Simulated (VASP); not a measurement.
# CoO: geometry relaxation (part 1 of 2)

- system: CoO (I4/mmm, 4 atoms in the cell)
- method: Kohn-Sham DFT of a periodic cell, r2SCAN, VASP PAW PBE potentials, recommended, spin-polarised (VASP 6.6.1)

The structure derives from an entry of the Crystallography Open Database.

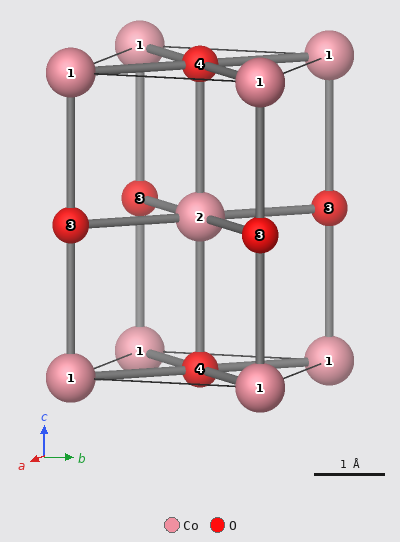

Figure 1. The structure as given in the input (ball-and-stick view of the cell of the calculation, seen slightly off an axis; atoms are numbered from 1 in the order of the input).

**Key numbers**

```tsv
quantity	value
outcome	converged
space group (tolerance 0.01 Å)	I4/mmm (139)
electrons treated	30
free energy	−42.3106 eV
Fermi energy	7.900 eV
gap on the k-point mesh	none (metallic)
net moment of the cell	0.00 μB
pressure	−0.01 GPa
final volume	38.22 Å³
largest force (length of the vector) at the end	under 0.001 eV/Å
final cell	a = 2.921 Å, b = 2.921 Å, c = 4.478 Å, α = 90.00°, β = 90.00°, γ = 90.00°
hardware	1 thread of Intel Xeon (Granite Rapids), 64 GiB of memory available, shared host
wall time	8.6 min
peak memory	0.26 GiB
```

**INCAR**
```
  PREC = Accurate
  ENCUT = 520
  EDIFF = 1E-7
  ISMEAR = 0
  SIGMA = 0.02
  LREAL = False
  LASPH = True
  NELM = 150
  ALGO = Normal
  ISIF = 3
  LWAVE = False
  LCHARG = False
  ISPIN = 2
  MAGMOM = 3 -3 0 0
  LORBIT = 11
  LMAXMIX = 4
  METAGGA = R2SCAN
  LMIXTAU = True
  IBRION = 2
  NSW = 80
  EDIFFG = -0.002
```

**KPOINTS**
```
Automatic mesh
0
Gamma
  10 10 8
```

**POSCAR**
```
CoO                                     
1.0
    0.0000000000      2.0663427003     -2.0663427003
   -0.0000000000      2.0663427003      2.0663427003
    4.4696953172     -0.0000000000      0.0000000000
  Co              O             
     2     2
Direct
     0.0000000000000000    0.0000000000000000    0.0000000000000000
     0.5000000000000000    0.5000000000000000    0.5000000000000000
     1.0000000000000000    0.0000000000000000    0.5000000000000000
     0.5000000000000000    0.5000000000000000    0.0000000000000000
```

Launch command:
```bash
cat potpaw_PBE.64/Co/POTCAR potpaw_PBE.64/O/POTCAR > POTCAR
mpirun -np 1 vasp_std > vasp.out
```

**OSZICAR**
```
N       E                     dE             d eps       ncg     rms          rms(c)
DAV:   1     0.243222285959E+03    0.24322E+03   -0.15101E+04  8028   0.200E+03
DAV:   2    -0.173856874215E+02   -0.26061E+03   -0.24611E+03  8151   0.410E+02
DAV:   3    -0.523922542082E+02   -0.35007E+02   -0.33410E+02  9183   0.170E+02
DAV:   4    -0.540950547306E+02   -0.17028E+01   -0.16617E+01  9968   0.380E+01
DAV:   5    -0.541516552801E+02   -0.56601E-01   -0.56173E-01 10742   0.630E+00    0.234E+01
DAV:   6    -0.445009564422E+02    0.96507E+01   -0.90665E+01 11267   0.144E+02    0.299E+01
DAV:   7    -0.413868194254E+02    0.31141E+01   -0.22036E+01  9952   0.995E+01    0.125E+01
DAV:   8    -0.422386493921E+02   -0.85183E+00   -0.43979E+00  8799   0.164E+01    0.710E+00
DAV:   9    -0.422768878045E+02   -0.38238E-01   -0.10729E+00 12136   0.145E+01    0.249E+00
DAV:  10    -0.423019309325E+02   -0.25043E-01   -0.18089E-01 10090   0.694E+00    0.111E+00
DAV:  11    -0.423036699312E+02   -0.17390E-02   -0.44586E-02 10089   0.219E+00    0.585E-01
DAV:  12    -0.423060225842E+02   -0.23527E-02   -0.45752E-03 11217   0.110E+00    0.292E-01
DAV:  13    -0.423073521559E+02   -0.13296E-02   -0.72022E-04 11919   0.442E-01    0.314E-01
DAV:  14    -0.423087252720E+02   -0.13731E-02   -0.42967E-04 10621   0.342E-01    0.277E-01
DAV:  15    -0.423092119393E+02   -0.48667E-03   -0.48999E-03 10935   0.146E+00    0.202E-01
DAV:  16    -0.423103757174E+02   -0.11638E-02   -0.78710E-04 10808   0.493E-01    0.105E-01
DAV:  17    -0.423105516615E+02   -0.17594E-03   -0.97606E-05 11134   0.206E-01    0.529E-02
DAV:  18    -0.423104900845E+02    0.61577E-04   -0.29604E-04 10830   0.346E-01    0.621E-02
DAV:  19    -0.423105900214E+02   -0.99937E-04   -0.76850E-05 10481   0.192E-01    0.924E-03
DAV:  20    -0.423105942664E+02   -0.42450E-05   -0.91665E-06 10780   0.346E-02    0.249E-03
DAV:  21    -0.423105941798E+02    0.86528E-07   -0.44300E-07  8335   0.985E-03
   1 F= -.42310594E+02 E0= -.42310444E+02  d E =-.423106E+02  mag=    -0.0000
       N       E                     dE             d eps       ncg     rms          rms(c)
DAV:   1    -0.423110864590E+02   -0.49219E-03   -0.13760E-02  8166   0.146E+00    0.153E-01
DAV:   2    -0.423107019247E+02    0.38453E-03   -0.11711E-03  8664   0.464E-01    0.864E-02
DAV:   3    -0.423106669333E+02    0.34991E-04   -0.10149E-04  9581   0.104E-01    0.504E-02
DAV:   4    -0.423106493509E+02    0.17582E-04   -0.67452E-06 11852   0.477E-02    0.225E-02
DAV:   5    -0.423106412924E+02    0.80585E-05   -0.71225E-06 11616   0.307E-02    0.611E-03
DAV:   6    -0.423106375568E+02    0.37355E-05   -0.12379E-06 10770   0.218E-02    0.334E-03
DAV:   7    -0.423106376023E+02   -0.45457E-07   -0.23783E-07  5865   0.546E-03
   2 F= -.42310638E+02 E0= -.42310487E+02  d E =-.434225E-04  mag=     0.0000
       N       E                     dE             d eps       ncg     rms          rms(c)
DAV:   1    -0.423106576505E+02   -0.20094E-04   -0.64097E-04  8160   0.314E-01    0.329E-02
DAV:   2    -0.423106446420E+02    0.13008E-04   -0.53992E-05  8689   0.997E-02    0.184E-02
DAV:   3    -0.423106402290E+02    0.44130E-05   -0.47690E-06  9462   0.224E-02    0.108E-02
DAV:   4    -0.423106380576E+02    0.21715E-05   -0.25698E-07  7246   0.102E-02    0.475E-03
DAV:   5    -0.423106369153E+02    0.11422E-05   -0.39527E-07  7423   0.682E-03    0.135E-03
DAV:   6    -0.423106360737E+02    0.84160E-06   -0.85026E-08  4204   0.547E-03    0.838E-04
DAV:   7    -0.423106361873E+02   -0.11351E-06   -0.23835E-08  4125   0.208E-03    0.461E-04
DAV:   8    -0.423106359198E+02    0.26742E-06   -0.70228E-09  4116   0.922E-04    0.231E-04
DAV:   9    -0.423106358014E+02    0.11843E-06   -0.23671E-09  4089   0.611E-04    0.952E-05
DAV:  10    -0.423106358665E+02   -0.65122E-07   -0.12407E-09  4089   0.446E-04
   3 F= -.42310636E+02 E0= -.42310486E+02  d E =-.416867E-04  mag=    -0.0000
       N       E                     dE             d eps       ncg     rms          rms(c)
DAV:   1    -0.423107903941E+02   -0.15459E-03   -0.85959E-03  7995   0.861E-01    0.954E-02
DAV:   2    -0.423106685904E+02    0.12180E-03   -0.20097E-04  9322   0.199E-01    0.589E-02
DAV:   3    -0.423106419594E+02    0.26631E-04   -0.60775E-05 10276   0.109E-01    0.318E-02
DAV:   4    -0.423106311438E+02    0.10816E-04   -0.11582E-05 11150   0.699E-02    0.138E-02
DAV:   5    -0.423106315164E+02   -0.37256E-06   -0.19144E-06 10052   0.157E-02    0.824E-03
DAV:   6    -0.423106289331E+02    0.25833E-05   -0.32991E-07  7366   0.103E-02    0.609E-03
DAV:   7    -0.423106256264E+02    0.33067E-05   -0.40162E-07  6992   0.104E-02    0.159E-03
DAV:   8    -0.423106254827E+02    0.14375E-06   -0.60504E-08  4104   0.317E-03    0.796E-04
DAV:   9    -0.423106255625E+02   -0.79855E-07   -0.60278E-08  4047   0.286E-03
   4 F= -.42310626E+02 E0= -.42310480E+02  d E =0.103040E-04  mag=     0.0000
```

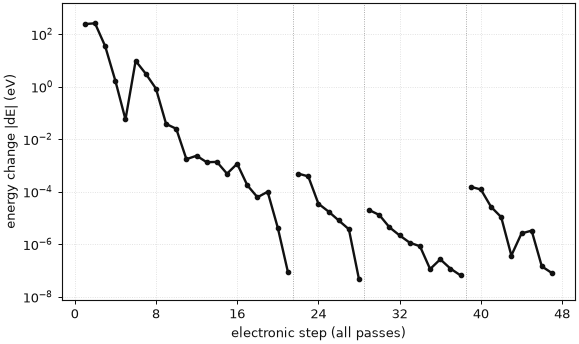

Figure 2. Convergence of the self-consistent field: energy change |dE| against the electronic step. Each stretch between dotted lines is the SCF of one geometry step of a relaxation. The 4 ionic steps take 7 to 21 electronic steps each. The density is held fixed in the first few steps, and dE rises again when its update begins.

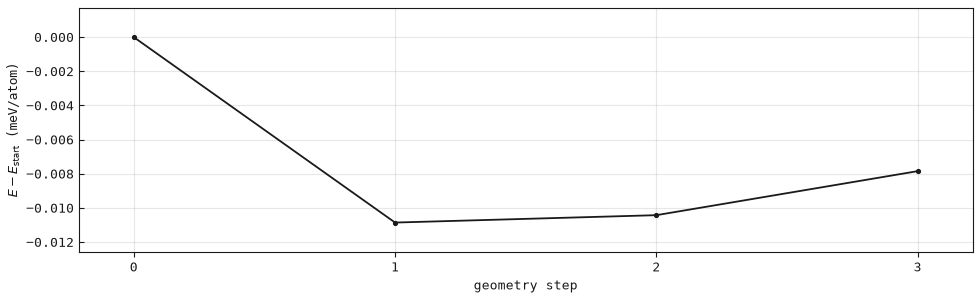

Figure 3. Progress of the relaxation, step by step (steps are counted from 0). After 3 geometry steps the energy has fallen by next to nothing (0.0 meV per atom). All forces vanish by symmetry, so only the cell relaxes. The atoms keep their places relative to the cell (all moves are under 0.005 Å). 

**Parts of OUTCAR**
```
PREC = Accurate
   ENCUT = 520
   EDIFF = 1E-7
   ISMEAR = 0
   LREAL = False
   LASPH = True
   NELM = 150
   ISIF = 3
   ISPIN = 2
   LORBIT = 11
   METAGGA = R2SCAN
   IBRION = 2
   NSW = 80
   EDIFFG = -0.002

 ion  position               nearest neighbor table
   1  0.000  0.000  0.000-   4 2.07   4 2.07   4 2.07   4 2.07   3 2.23   3 2.23   2 3.04   2 3.04
                             2 3.04   2 3.04   2 3.04   2 3.04   2 3.04   2 3.04
   2  0.500  0.500  0.500-   3 2.07   3 2.07   3 2.07   3 2.07   4 2.23   4 2.23   1 3.04   1 3.04
                             1 3.04   1 3.04   1 3.04   1 3.04   1 3.04   1 3.04
   3  0.000  0.000  0.500-   2 2.07   2 2.07   2 2.07   2 2.07   1 2.23   1 2.23
   4  0.500  0.500  0.000-   1 2.07   1 2.07   1 2.07   1 2.07   2 2.23   2 2.23

  LATTYP: Found a simple tetragonal cell.
 ALAT       =     2.9222498713
 C/A-ratio  =     1.5295390586

  Lattice vectors:

 A1 = (   0.0000000000,   2.0663427003,  -2.0663427003)
 A2 = (   0.0000000000,   2.0663427003,   2.0663427003)
 A3 = (   4.4696953172,   0.0000000000,   0.0000000000)

Analysis of symmetry for initial positions (statically):
=====================================================================
 Subroutine PRICEL returns following result:

  LATTYP: Found a body centered tetragonal cell.
 ALAT       =     2.9222498713
 C/A-ratio  =     1.5295390586

  Lattice vectors:

 A1 = (  -2.2348476586,   0.0000000000,  -2.0663427003)
 A2 = (  -2.2348476586,   0.0000000000,   2.0663427003)
 A3 = (   2.2348476586,   2.0663427003,   0.0000000000)

   2 primitive cells build up your supercell.

 Routine SETGRP: Setting up the symmetry group for a
 simple tetragonal supercell.

 Subroutine GETGRP returns: Found 16 space group operations
 (whereof 16 operations were pure point group operations)
 out of a pool of 16 trial point group operations.

The static configuration has the point symmetry D_4h.

Analysis of symmetry for dynamics (positions and initial velocities):
=====================================================================
 Subroutine PRICEL returns following result:

  LATTYP: Found a body centered tetragonal cell.
 ALAT       =     2.9222498713
 C/A-ratio  =     1.5295390586

  Lattice vectors:

 A1 = (  -2.2348476586,   0.0000000000,  -2.0663427003)
 A2 = (  -2.2348476586,   0.0000000000,   2.0663427003)
 A3 = (   2.2348476586,   2.0663427003,   0.0000000000)

   2 primitive cells build up your supercell.

 Routine SETGRP: Setting up the symmetry group for a
 simple tetragonal supercell.

 Subroutine GETGRP returns: Found 16 space group operations
 (whereof 16 operations were pure point group operations)
 out of a pool of 16 trial point group operations.

The dynamic configuration has the point symmetry D_4h.

Analysis of structural, dynamic, and magnetic symmetry:
=====================================================================
 Subroutine PRICEL returns following result:

  LATTYP: Found a body centered tetragonal cell.
 ALAT       =     2.9222498713
 C/A-ratio  =     1.5295390586

  Lattice vectors:

 A1 = (  -2.2348476586,   0.0000000000,  -2.0663427003)
 A2 = (  -2.2348476586,   0.0000000000,   2.0663427003)
 A3 = (   2.2348476586,   2.0663427003,   0.0000000000)

   2 primitive cells build up your supercell.

 Routine SETGRP: Setting up the symmetry group for a
 simple tetragonal supercell.

 Subroutine GETGRP returns: Found 16 space group operations
 (whereof 16 operations were pure point group operations)
 out of a pool of 16 trial point group operations.

The overall configuration has the point symmetry D_4h.

 Subroutine INISYM returns: Found 16 space group operations
 (whereof 16 operations are pure point group operations),
 and found     2 'primitive' translations

----------------------------------------------------------------------------------------

                                     Primitive cell

  volume of cell :      19.0846

  direct lattice vectors                    reciprocal lattice vectors
    -2.234847659  0.000000000 -2.066342700    -0.223728896  0.241973415 -0.241973415
    -2.234847659  0.000000000  2.066342700    -0.223728896  0.241973415  0.241973415
     2.234847659  2.066342700  0.000000000     0.000000000  0.483946830  0.000000000

  length of vectors
     3.043733926  3.043733926  3.043733926     0.408848244  0.408848244  0.483946830

  position of ions in fractional coordinates (direct lattice)
     0.000000000  0.000000000  0.000000000
     0.500000000  0.500000000  0.000000000

  ion indices of the primitive-cell ions
   primitive index   ion index
                 1           1
                 2           3

----------------------------------------------------------------------------------------

 KPOINTS: Automatic mesh

Automatic generation of k-mesh.
 Grid dimensions read from file:
 generate k-points for:   10   10    8

 Generating k-lattice:

  Cartesian coordinates                     Fractional coordinates (reciprocal lattice)
     0.000000000  0.024197342 -0.024197342     0.100000000  0.000000000  0.000000000
     0.000000000  0.024197342  0.024197342     0.000000000  0.100000000  0.000000000
     0.027966112  0.000000000  0.000000000     0.000000000  0.000000000  0.125000000

  Length of vectors
     0.034220209  0.034220209  0.027966112

  Shift w.r.t. Gamma in fractional coordinates (k-lattice)
     0.000000000  0.000000000  0.000000000

 Subroutine IBZKPT returns following result:
 ===========================================

 Found    105 irreducible k-points:

 Following reciprocal coordinates:
            Coordinates               Weight
  0.000000  0.000000  0.000000      1.000000
  0.100000  0.000000  0.000000      4.000000
  0.200000  0.000000  0.000000      4.000000
  0.300000  0.000000  0.000000      4.000000
  0.400000  0.000000  0.000000      4.000000
  0.500000  0.000000  0.000000      2.000000
  0.100000  0.100000  0.000000      4.000000
  0.200000  0.100000  0.000000      8.000000
  0.300000  0.100000  0.000000      8.000000
  0.400000  0.100000  0.000000      8.000000
  0.500000  0.100000  0.000000      4.000000
  0.200000  0.200000  0.000000      4.000000
  0.300000  0.200000  0.000000      8.000000
  0.400000  0.200000  0.000000      8.000000
  0.500000  0.200000  0.000000      4.000000
  0.300000  0.300000  0.000000      4.000000
  0.400000  0.300000  0.000000      8.000000
  0.500000  0.300000  0.000000      4.000000
  0.400000  0.400000  0.000000      4.000000
  0.500000  0.400000  0.000000      4.000000
  0.500000  0.500000  0.000000      1.000000
  0.000000  0.000000  0.125000      2.000000
  0.100000  0.000000  0.125000      8.000000
  0.200000  0.000000  0.125000      8.000000
 [... further k-points ...]
   k-points           NKPTS =    105   k-points in BZ     NKDIM =    105   number of bands    NBANDS=     19
   number of dos      NEDOS =    301   number of ions     NIONS =      4
   total plane-waves  NPLWV =  20736
   dimension x,y,z NGX =    24 NGY =   24 NGZ =   36
   dimension x,y,z NGXF=    48 NGYF=   48 NGZF=   72
   ions per type =               2   2
   NGX,Y,Z   is equivalent  to a cutoff of  13.65, 13.65, 13.39 a.u.
   NGXF,Y,Z  is equivalent  to a cutoff of  27.31, 27.31, 26.78 a.u.
 SYSTEM =  unknown system
   PREC   = accura    normal or accurate (medium, high low for compatibility)
   ISTART =      0    job   : 0-new  1-cont  2-samecut
   ICHARG =      2    charge: 1-file 2-atom 10-const
   ISPIN  =      2    spin polarized calculation?
   LNONCOLLINEAR =      F non collinear calculations
   LSORBIT =      F    spin-orbit coupling
   LASPH  =      T    aspherical Exc in radial PAW
   ENCUT  =  520.0 eV  38.22 Ry    6.18 a.u.   5.43  5.43  8.31*2*pi/ulx,y,z
   NELM   =    150;   NELMIN=  2; NELMDL= -5     # of ELM steps
   EDIFF  = 0.1E-06   stopping-criterion for ELM
   LREAL  =      F    real-space projection
   EDIFFG = -.2E-02   stopping-criterion for IOM
   NSW    =     80    number of steps for IOM
   IBRION =      2    ionic relax: 0-MD 1-quasi-New 2-CG
   NFREE  =      1    steps in history (QN), initial steepest desc. (CG)
   ISIF   =      3    stress and relaxation
   ISYM   =      2    0-nonsym 1-usesym 2-fastsym
   POTIM  = 0.5000    time-step for ionic-motion
   TEBEG  =    0.0;   TEEND  =   0.0 temperature during run
   PSTRESS=    0.0 pullay stress
   NELECT =      30.0000    total number of electrons
   NUPDOWN=      -1.0000    fix difference up-down
   EMIN   =  10.00;   EMAX   =-10.00  energy-range for DOS
   EFERMI =   0.00;   METHOD = LEGACY
   ISMEAR =     0;   SIGMA  =   0.02  broadening in eV -4-tet -1-fermi 0-gaus
   EFERMI_NEDOS =   21; number of points for ismear=-14 and -15
   IALGO  =     38    algorithm
   IMIX   =      4    mixing-type and parameters
     AMIX     =   0.40;   BMIX     =  1.00
     AMIX_MAG =   1.60;   BMIX_MAG =  1.00
  volume/ion in A,a.u.               =       9.54        64.39
  Fermi-wavevector in a.u.,A,eV,Ry     =   1.510814  2.855025 31.056106  2.282559
  Thomas-Fermi vector in A             =   2.620954
   LORBIT       =     11    0 simple, 1 ext, 2 COOP (PROOUT), +10 PAW based schemes
   METAGGA = R2SCAN    functional components
   LHFCALC =     F    Hartree Fock is set to
   AEXX    =    0.0000 exact exchange contribution
   IVDW    =     0    specifies the selected vdW correction
   LEPSILON=     F    determine dielectric tensor
   LRPA    =     F    only Hartree local field effects (RPA)
 conjugate gradient relaxation of ions
 spin polarized calculation
 Gauss-broadening in eV      SIGMA  =   0.02
  energy-cutoff  :      520.00
  volume of cell :       38.17
 maximum number of plane-waves:      1049
 NGX is ok and might be reduce to    24
   NGX = 11   NGY = 11   NGZ = 17

--------------------------------------- Ionic step        1  -------------------------------------------

 number of electron      29.9999994 magnetization      -0.0000000

 number of electron      29.9999994 magnetization       0.0000000

 Free energy of the ion-electron system (eV)
  ---------------------------------------------------
  ext. energy  EPLUGINS =         0.00000000
  ---------------------------------------------------
  free energy    TOTEN  =       -42.31059418 eV

  energy without entropy =      -42.31029304  energy(sigma->0) =      -42.31044361

------------------------ aborting loop because EDIFF is reached ----------------------------------------

  FORCE on cell =-STRESS in cart. coord.  units (eV):
  Direction    XX          YY          ZZ          XY          YZ          ZX
  --------------------------------------------------------------------------------------
  -------------------------------------------------------------------------------------
  Total        0.0843398      0.0100952      0.0100952     -0.0000000      0.0000000     -0.0000000
  in kB        3.5402226      0.4237513      0.4237513     -0.0000000      0.0000000     -0.0000000
  external PRESSURE =       1.4625751 kB  Pullay stress =       0.0000000 kB

 VOLUME and BASIS-vectors are now :
```
